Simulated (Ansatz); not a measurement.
## Single-point calculation of C16HSi16 (part 2 of 3)

Continued. System: C16HSi16 (slab, 33 atoms in the cell). Method: DFT PBE+D3(BJ), scalar-relativistic, plane waves, PAW, PAW set soft_1, spin-polarised (Ansatz 0.2.0); cutoff 420 eV, 5×3×1 k-mesh, Gaussian smearing of 0.05 eV, collinear spins. The structure derives from an entry of the Crystallography Open Database.

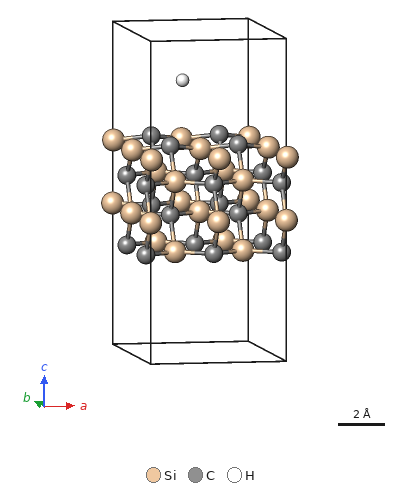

**Figure 1.** The structure (ball-and-stick view of the cell of the calculation, with the vacuum cut short, seen slightly off an axis). An atom can appear more than once, as a periodic image.

## What the program printed, continued
```
SCF iter   1: F=—  HF=-14230.552787 eV  |F-HF|=—  |Δ(HF+E_count)|=         —  Δρ=4.27e-2 (↑4.27e-2 ↓4.27e-2)  dr2=1.28e2  dr2_m=3.88e-3  M=1.000 μB ∫|m|=1.020 μB  β_m=1.00  ethr=3.10e-3  p=-0.000 e·Å  D=-1.85e-8 V/Å  ΔV_dip=0.00 eV  dr2_dipole=3.06e-1  V_vac-E_F(+/−)=7.64/7.64 eV  ⟨swp⟩=8.5  Hψ=9420  notcnv=0  defer=219
efield: sawtooth ramp at fractional position 0.8302 (placed from the atoms, in the widest stretch of the axis that holds none; the zero of the levels goes with the place), width 0.0400; the density the first Hamiltonian is built on has a dipole p = -0.000 e·Å; the dipole correction subtracts the counter field D = -1.85e-8 V/Å, which shifts the + side's vacuum level by +0.00 eV against the − side's; the planar-averaged density in the ramp window peaks in size at 4.7e-7 e/Å³
preconditioner: auto → Resta (q_TF=auto, 1.887 Å⁻¹)  ε∞=2.1  [insulator: Δε(μ)=0.720 eV  Ē_g=11.862 eV  σ=0.050 eV  W_gap=1.00  n_scr=134 (ndim 8)  ℏωp=12.3 eV  f_vac=0.587  D(μ)=0.00/eV (n_scr^D=0)  ε∞_Penn≈2.1  vacuum switching on, ρ_ref=1.0e-2 e/Å³]
spin=Collinear: Resta preconditioning applied to the charge; magnetization (m = ρ↑ − ρ↓) channel mixes plain (no charge-response kernel on spin).
SCF iter   2: F=—  HF=-14198.434167 eV  |F-HF|=—  |Δ(HF+E_count)|=    3.21e1  Δρ=1.75e-2 (↑1.75e-2 ↓1.75e-2)  dr2=1.99e1  dr2_m=1.69e-3  M=1.000 μB ∫|m|=1.017 μB  β_m=1.00  ethr=3.10e-3  p=-0.303 e·Å  D=-4.65e-2 V/Å  ΔV_dip=1.02 eV  dr2_dipole=8.51e-2  V_vac-E_F(+/−)=7.09/6.07 eV  ⟨swp⟩=5.8  Hψ=4037  notcnv=0  defer=451  κ⁻¹=1.0e0(r=1)
SCF iter   3: F=—  HF=-14193.573209 eV  |F-HF|=—  |Δ(HF+E_count)|=    4.86e0  Δρ=8.23e-3 (↑8.23e-3 ↓8.20e-3)  dr2=2.20e0  dr2_m=1.24e-3  M=1.000 μB ∫|m|=1.035 μB  β_m=1.00  ethr=3.10e-3  p=-0.067 e·Å  D=-1.03e-2 V/Å  ΔV_dip=0.23 eV  dr2_dipole=6.95e-3  V_vac-E_F(+/−)=5.40/5.17 eV  ⟨swp⟩=4.1  Hψ=2903  notcnv=0  defer=429  κ⁻¹=4.1e-2(r=2)
SCF iter   4: F=—  HF=-14193.298741 eV  |F-HF|=—  |Δ(HF+E_count)|=   2.74e-1  Δρ=5.27e-3 (↑5.27e-3 ↓5.24e-3)  dr2=9.65e-1  dr2_m=5.57e-4  M=1.000 μB ∫|m|=1.031 μB  β_m=1.00  ethr=1.71e-3  p=-0.113 e·Å  D=-1.74e-2 V/Å  ΔV_dip=0.38 eV  dr2_dipole=7.42e-2  V_vac-E_F(+/−)=5.47/5.09 eV  ⟨swp⟩=2.2  Hψ=1817  notcnv=0  defer=429  κ⁻¹=1.3e-2(r=3)
SCF iter   5: F=—  HF=-14193.214412 eV  |F-HF|=—  |Δ(HF+E_count)|=   8.43e-2  Δρ=2.11e-3 (↑2.11e-3 ↓2.09e-3)  dr2=4.22e-1  dr2_m=1.15e-4  M=1.000 μB ∫|m|=1.036 μB  β_m=1.00  ethr=7.48e-4  p=0.062 e·Å  D=9.56e-3 V/Å  ΔV_dip=-0.21 eV  dr2_dipole=1.04e-1  V_vac-E_F(+/−)=4.95/5.16 eV  ⟨swp⟩=3.3  Hψ=2111  notcnv=0  defer=424  κ⁻¹=4.1e-3(r=4)
SCF iter   6: F=—  HF=-14193.180537 eV  |F-HF|=—  |Δ(HF+E_count)|=   3.39e-2  Δρ=1.28e-3 (↑1.28e-3 ↓1.28e-3)  dr2=4.62e-2  dr2_m=4.20e-5  M=1.000 μB ∫|m|=1.037 μB  β_m=1.20  ethr=3.27e-4  p=-0.021 e·Å  D=-3.20e-3 V/Å  ΔV_dip=0.07 eV  dr2_dipole=2.05e-4  V_vac-E_F(+/−)=5.05/4.98 eV  ⟨swp⟩=2.9  Hψ=1770  notcnv=0  defer=421
Mixer restart at iter 6: flushing history
spin-set hold released at iteration 6 (site moments contracting): the magnetisation degrees of freedom join the quasi-Newton model from the next iteration; the mixer history was flushed
SCF iter   7: F=—  HF=-14193.178226 eV  |F-HF|=—  |Δ(HF+E_count)|=   2.31e-3  Δρ=8.72e-4 (↑8.70e-4 ↓8.72e-4)  dr2=2.17e-2  dr2_m=2.71e-6  M=1.000 μB ∫|m|=1.038 μB  β_m=1.20  ethr=3.58e-5  p=-0.030 e·Å  D=-4.57e-3 V/Å  ΔV_dip=0.10 eV  dr2_dipole=1.18e-4  V_vac-E_F(+/−)=5.06/4.96 eV  ⟨swp⟩=3.1  Hψ=1938  notcnv=0  defer=421  κ⁻¹=1.0e0(r=1)
density mixer auto → broyden: gapped, with many states about μ (density of states about μ 0.62 of a free-electron gas's, 134 screened modes)
SCF iter   8: F=—  HF=-14193.183018 eV  |F-HF|=—  |Δ(HF+E_count)|=   4.79e-3  Δρ=3.57e-4 (↑3.57e-4 ↓3.57e-4)  dr2=7.76e-3  dr2_m=4.52e-6  M=1.000 μB ∫|m|=1.038 μB  β_m=1.20  ethr=1.68e-5  p=-0.018 e·Å  D=-2.82e-3 V/Å  ΔV_dip=0.06 eV  dr2_dipole=1.15e-3  V_vac-E_F(+/−)=5.01/4.95 eV  ⟨swp⟩=2.4  Hψ=2030  notcnv=0  defer=421  κ⁻¹=3.6e-1(r=2)
SCF iter   9: F=—  HF=-14193.185919 eV  |F-HF|=—  |Δ(HF+E_count)|=   2.90e-3  Δρ=1.83e-4 (↑1.80e-4 ↓1.83e-4)  dr2=1.60e-3  dr2_m=5.17e-6  M=1.000 μB ∫|m|=1.038 μB  β_m=1.20  ethr=6.01e-6  p=-0.029 e·Å  D=-4.46e-3 V/Å  ΔV_dip=0.10 eV  dr2_dipole=1.14e-4  V_vac-E_F(+/−)=5.03/4.93 eV  ⟨swp⟩=2.2  Hψ=1481  notcnv=0  defer=421  κ⁻¹=4.9e-2(r=3)
SCF iter  10: F=—  HF=-14193.187416 eV  |F-HF|=—  |Δ(HF+E_count)|=   1.50e-3  Δρ=5.59e-5 (↑5.59e-5 ↓5.57e-5)  dr2=1.53e-4  dr2_m=3.93e-7  M=1.000 μB ∫|m|=1.039 μB  β_m=1.20  ethr=1.24e-6  p=-0.026 e·Å  D=-4.00e-3 V/Å  ΔV_dip=0.09 eV  dr2_dipole=6.18e-9  V_vac-E_F(+/−)=5.02/4.93 eV  ⟨swp⟩=3.1  Hψ=2361  notcnv=0  defer=421  κ⁻¹=6.9e-3(r=4)
SCF iter  11: F=—  HF=-14193.187532 eV  |F-HF|=—  |Δ(HF+E_count)|=   1.16e-4  Δρ=2.86e-5 (↑2.71e-5 ↓2.86e-5)  dr2=2.93e-5  dr2_m=1.30e-7  M=1.000 μB ∫|m|=1.040 μB  β_m=1.20  ethr=1.18e-7  p=-0.027 e·Å  D=-4.13e-3 V/Å  ΔV_dip=0.09 eV  dr2_dipole=8.49e-7  V_vac-E_F(+/−)=5.02/4.93 eV  ⟨swp⟩=2.5  Hψ=2290  notcnv=0  defer=421  κ⁻¹=8.3e-4(r=5)
SCF iter  12: F=—  HF=-14193.187444 eV  |F-HF|=—  |Δ(HF+E_count)|=   8.82e-5  Δρ=1.37e-5 (↑1.37e-5 ↓1.31e-5)  dr2=7.46e-6  dr2_m=2.70e-8  M=1.000 μB ∫|m|=1.040 μB  β_m=1.20  ethr=2.28e-8  p=-0.028 e·Å  D=-4.30e-3 V/Å  ΔV_dip=0.09 eV  dr2_dipole=5.64e-8  V_vac-E_F(+/−)=5.02/4.93 eV  ⟨swp⟩=2.8  Hψ=2522  notcnv=0  defer=421  κ⁻¹=2.5e-4(r=6)
SCF iter  13: F=—  HF=-14193.187459 eV  |F-HF|=—  |Δ(HF+E_count)|=   1.49e-5  Δρ=6.12e-6 (↑6.12e-6 ↓5.97e-6)  dr2=1.84e-6  dr2_m=3.36e-9  M=1.000 μB ∫|m|=1.040 μB  β_m=1.20  ethr=5.78e-9  p=-0.029 e·Å  D=-4.40e-3 V/Å  ΔV_dip=0.10 eV  dr2_dipole=1.31e-9  V_vac-E_F(+/−)=5.02/4.92 eV  ⟨swp⟩=2.5  Hψ=2165  notcnv=0  defer=421  κ⁻¹=8.9e-5(r=7)
SCF iter  14: F=—  HF=-14193.187464 eV  |F-HF|=—  |Δ(HF+E_count)|=   4.55e-6  Δρ=2.82e-6 (↑2.78e-6 ↓2.82e-6)  dr2=3.71e-7  dr2_m=6.79e-10  M=1.000 μB ∫|m|=1.040 μB  β_m=1.20  ethr=1.43e-9  p=-0.029 e·Å  D=-4.45e-3 V/Å  ΔV_dip=0.10 eV  dr2_dipole=5.97e-10  V_vac-E_F(+/−)=5.02/4.92 eV  ⟨swp⟩=2.5  Hψ=2021  notcnv=0  defer=421  κ⁻¹=1.9e-5(r=8)
SCF iter  15: F=-14193.187466 eV  HF=-14193.187465 eV  |F-HF|=5.65e-7  |Δ(HF+E_count)|=   1.56e-6  Δρ=1.35e-6 (↑1.17e-6 ↓1.35e-6)  dr2=6.13e-8  dr2_m=7.30e-10  M=1.000 μB ∫|m|=1.040 μB  ethr=7.75e-11  p=-0.029 e·Å  D=-4.46e-3 V/Å  ΔV_dip=0.10 eV  dr2_dipole=2.20e-10  V_vac-E_F(+/−)=5.02/4.92 eV  ⟨swp⟩=45.0  Hψ=22787  notcnv=0
SCF 1 converged in 15 iterations: F = -14193.187466 eV  dr2 = 6.13e-8
  greatest PAW one-centre occupation: 0.665 electrons in one spin orbital (limit 2), on the C atom at site 28 (counted from 0), in its partial waves of l = 0
WARN: The output density's exchange-correlation potential varies sharply where the density is thin. Do not read a vacuum level from v_tot or v_xc, or from such a field of the output density. On a cell that repeats whose density bears no net charge and no dipole along the vacuum's axis use v_es (v_loc + v_h of the components); under efield.dipole_correction with no amplitude use v_es + v_field, which holds any external_charges[].barrier, or the levels of the report's work_function block, which leave it out; under a non-zero efield.amplitude the vacuum is tilted and has no level; on a cell that repeats and bears such a dipole with no correction it is tilted too, and efield.dipole_correction with no amplitude gives each side of its ramp a level where efield: is served; in a cell that repeats whose density bears a net charge (total_charge, or a fill off its count) it is curved and has none; of a slab under crystal.periodic whose density bears no net charge use v_es, which has a level on each side, short of where the two are joined; of another it falls or rises all the way out and has none; of a slab beside external_charges read slab_vacuum_level instead, which it has where they leave it neutral. The grid or the basis barely resolves most such structure, and the values can differ between equally converged runs; as a rule a tighter scf.convergence.dr2_threshold does not remove it. Where the density itself ripples (under the LDA too) a higher basis.ecutwfc lessens it. The files hold the spikes' plane waves up to the density's cutoff. Files: v_tot_of_output_density and the like, and their columns of v_z.tsv (output.write_potential); v_xc_of_output_density and the like, and their columns of v_comp_z.tsv (output.write_potential_components). Measured: with its Gaussian average of σ = 0.25 Å subtracted twice, the exchange-correlation potential is over 0.1 eV at 1124 of the grid points where the equally averaged density (valence and model cores) is under 1e-3 e/Å³, and 0.707 eV at the most among them, at an averaged density of 9.6e-4 e/Å³. The input density's (outcome.potential() and, of a run that writes arrays, v_tot and v_xc) is over 0.1 eV, so measured, at 870 points of its own thin density, 0.706 eV at the most. See output.write_potential in the manual, Limitations
this state was not tested for a lower state beside it, because the mixer in use, unlike msr1, does not test its closes by its own steps (another_mixer; see scf.mixing.algorithm and scf.lower_state_search)
SCF converged after 15 iterations
Magnetization: 1.0000 μB (65.0000 up, 64.0000 down)
Absolute magnetization: 1.0405 μB (∫|ρ↑−ρ↓|, with the PAW one-centre terms)
Spin contamination: 0.0014 ħ² per cell (⟨S²⟩ above its minimum at these occupations)
Per-site moments (μB) at R_I (Å): [(0.0005751444826067383, 0.7767613175344256), (-0.0001334894908143114, 0.7767613175344256), (0.00012638865082591243, 0.7767613175344256), (-0.00010457353463112079, 0.7767613175344256), (0.0001969571241093913, 0.7767613175344256), (0.001776378336698893, 0.7767613175344256), (0.0008533098476700332, 0.7767613175344256), (0.0010891393046365628, 0.7767613175344256), (3.0241687683100183e-5, 0.7767613175344256), (3.728713883489867e-5, 0.7767613175344256), (9.555782191326956e-5, 0.7767613175344256), (-6.882040066963992e-5, 0.7767613175344256), (0.0001896258641495882, 0.7767613175344256), (0.0003161170453414804, 0.7767613175344256), (0.0003011185003528267, 0.7767613175344256), (0.0006107209235830341, 0.7767613175344256), (0.0014307287985545927, 0.7646167520288787), (-4.7445435918385765e-6, 0.764616752028879), (0.00024076687210399024, 0.7646167520288787), (-1.2972356369313122e-5, 0.764616752028879), (0.00016260975068374398, 0.756689115815276), (0.00033815287530097106, 0.756689115815276), (8.255476052456921e-5, 0.756689115815276), (0.0009294283751456966, 0.756689115815276), (2.210651596269286e-5, 0.7336783445209041), (6.451931966172532e-5, 0.7336783445209043), (5.2387063194191814e-5, 0.7336783445209043), (-0.0013263610732032192, 0.7336783445209044), (0.01202093292261538, 0.7336783445209044), (0.0010025337680632147, 0.7336783445209043), (0.0026504139891112477, 0.7336783445209043), (0.0004762884415085501, 0.7336783445209041), (0.8668140748970616, 1.2789464691305306)]
Free energy (F): -14193.187466 eV
Harris-Foulkes:  -14193.187465 eV  (|F-HF|=5.65e-7)
Internal energy: -14193.187466 eV  (E = F + TS)
E sigma→0 (E₀):  -14193.187466 eV
Entropy (-TS):   -0.000000 eV (-0.000 meV/atom)
Fermi energy:    -0.695183 eV
Dipole field:    D = -0.004455 V/Å  (p = -0.029004 e·Å, saw-weighted, corrected)
Work function:   Φ+ = 5.0228 eV   Φ− = 4.9247 eV
Levels:          The Fermi level and band energies are counted from a zero that moves with the ramp; work functions are not
--- Per-component energies (eV) ---
  E_band       = -888.462770
  E_kinetic    = 2093.095390
  E_local      = -55054.734376  (includes V_loc(G=0)·N_el)
  E_nonlocal   = 728.339159
  E_hartree    = 26604.709498
  E_xc         = -1675.883914
  E_vxc        = -1717.876737  (∫ρ·V_xc dr)
  E_paw        = -9782.128536  (= ΣΔE_a)
  E_vpaw       = -145.906157  (= ΣTr[D̂ρ^β])
  E_aug_tail   = 0.000112  (compensation charges beyond the density's cutoff)
  E_efield     = 0.000065  (sawtooth field / dipole correction)
  E_vefield    = -0.793916  (∫n·V_field dr)
  E_ewald      = 22900.323102
  E_disp       = -6.907964  (pairwise vdW)
  E_smearing   = -0.000000  (= −TS)
  E_closure    = -0.000000  (closes the sum)
  Σ components = -14193.187466   (vs F -14193.187466, Δ=0.00e0)
--- Forces (eV/Å), atoms counted from 1 ---
  atom   1  Si     0.00137853    -2.71167930     1.88264534
  atom   2  Si     0.00058648    -2.71053437     1.88429779
  atom   3  Si     0.00005995    -2.71248723     1.88394670
  atom   4  Si     0.00008160    -2.71119472     1.88403893
  atom   5  C     -0.00086458     1.76282458    -0.59248627
  atom   6  C     -0.00086440     1.76269804    -0.59278174
  atom   7  C     -0.00000933     1.76129350    -0.59159209
  atom   8  C     -0.00052295     1.76247391    -0.59274380
  atom   9  Si    -0.00049495     0.30877351    -1.11158748
  atom  10  Si    -0.00021102     0.30921294    -1.11185382
  atom  11  Si     0.00004291     0.30856094    -1.11407033
  atom  12  Si     0.00030452     0.30987352    -1.11282542
  atom  13  C      0.00181177     0.64205615    -0.17322992
  atom  14  C      0.00002769     0.63885910    -0.17316116
  atom  15  C     -0.00058405     0.63948126    -0.17431895
  atom  16  C      0.00030648     0.63845600    -0.17303343
  atom  17  Si    -0.01023970    -0.00919912    -0.01716165
  atom  18  Si     0.00002311    -0.00274710    -0.00426150
  atom  19  Si     0.00461593    -0.00074845    -0.00549383
  atom  20  Si    -0.00034163    -0.00234167    -0.00495921
  atom  21  C      0.00063647    -0.00536468    -0.00504586
  atom  22  C      0.00124349    -0.00265908    -0.00450299
  atom  23  C     -0.00080671    -0.00132098    -0.00286017
  atom  24  C     -0.00010081    -0.00667575    -0.00439824
  atom  25  Si    -0.00119772    -0.00287612     0.00120339
  atom  26  Si    -0.00024145    -0.00418093     0.00768359
  atom  27  Si     0.00163599    -0.00478607     0.00397871
  atom  28  Si    -0.00128493     0.02868131     0.08977674
  atom  29  C     -0.02163284    -0.01278790    -0.02481741
  atom  30  C     -0.00037171     0.00636390     0.00444363
  atom  31  C      0.00333072     0.00210371    -0.00195691
  atom  32  C     -0.00027500     0.00657630     0.00315212
  atom  33  H      0.02394871     0.01321138    -0.05602608
  max |Σ_I F_I| component: 8.34e-5 eV/Å
--- Band table (eV; the first three rows and the last of 16) ---
  k-point 0 ↑: bands = ["-16.4564", "-15.0235", "-14.7870", "-14.5808", "-13.6365", "-13.5554", "-13.3804", "-13.0667", "-13.0004", "-12.8945", "-12.3828", "-12.0484", "-11.7805", "-11.6362", "-11.5186", "-11.1137", "-9.9729", "-9.4669", "-8.9176", "-8.6052", "-8.5344", "-8.4506", "-8.2402", "-8.2382", "-8.1755", "-7.6089", "-7.5257", "-7.2981", "-6.1347", "-5.9110", "-5.7343", "-5.7051", "-5.4872", "-5.3767", "-5.3674", "-5.2949", "-5.1198", "-4.6644", "-4.6569", "-4.5933", "-4.5061", "-4.4928", "-3.9253", "-3.8080", "-3.7859", "-3.5588", "-3.4294", "-3.3155", "-3.3048", "-3.2643", "-3.2379", "-3.0727", "-2.9086", "-2.8288", "-2.2169", "-2.1934", "-2.0240", "-1.6797", "-1.6233", "-1.4987", "-1.3765", "-1.3030", "-1.2026", "-1.0887", "-1.0810", "-0.4877", "-0.3157", "-0.0713", "-0.0211", "0.3284", "0.7883", "0.9015", "1.3199", "1.9496", "2.0652", "2.2193", "3.0935", "3.1451", "3.6756", "3.7517", "3.9141", "3.9633", "4.0002", "4.1947", "4.5657", "4.6579", "4.6810", "4.7517", "4.7892", "4.8152", "4.8694", "5.1855", "5.2785", "5.3430", "5.3932", "5.4089", "5.5132", "5.5611"]
  k-point 1 ↑: bands = ["-16.2800", "-15.7589", "-14.4379", "-14.0513", "-13.7739", "-13.4426", "-13.2783", "-13.1717", "-13.0393", "-12.6886", "-12.6515", "-12.1579", "-11.9868", "-11.8534", "-11.4315", "-11.2318", "-9.5337", "-9.0659", "-8.6944", "-8.6655", "-8.4212", "-8.3923", "-8.3292", "-8.1371", "-8.1319", "-8.1204", "-7.8966", "-7.8690", "-6.3764", "-6.2616", "-5.4583", "-5.3840", "-5.3767", "-5.0152", "-4.9390", "-4.8584", "-4.8253", "-4.7031", "-4.6886", "-4.5055", "-4.4853", "-4.3632", "-3.9948", "-3.9514", "-3.8915", "-3.8046", "-3.7540", "-3.5889", "-3.4938", "-3.4024", "-3.2160", "-3.1904", "-3.0559", "-2.7087", "-2.3235", "-1.8649", "-1.8022", "-1.7430", "-1.5494", "-1.5067", "-1.4224", "-1.3913", "-1.1523", "-1.0765", "-0.9884", "-0.3796", "-0.1472", "-0.1187", "0.1548", "0.4296", "0.4489", "1.1208", "1.4174", "2.0764", "2.1882", "2.2793", "2.3773", "3.1454", "3.3093", "3.5364", "3.8424", "3.8649", "3.8713", "4.0183", "4.1208", "4.2553", "4.3773", "4.4363", "4.6592", "4.8233", "4.8690", "5.0219", "5.1019", "5.3200", "5.3345", "5.5340", "5.5771", "5.6794"]
```
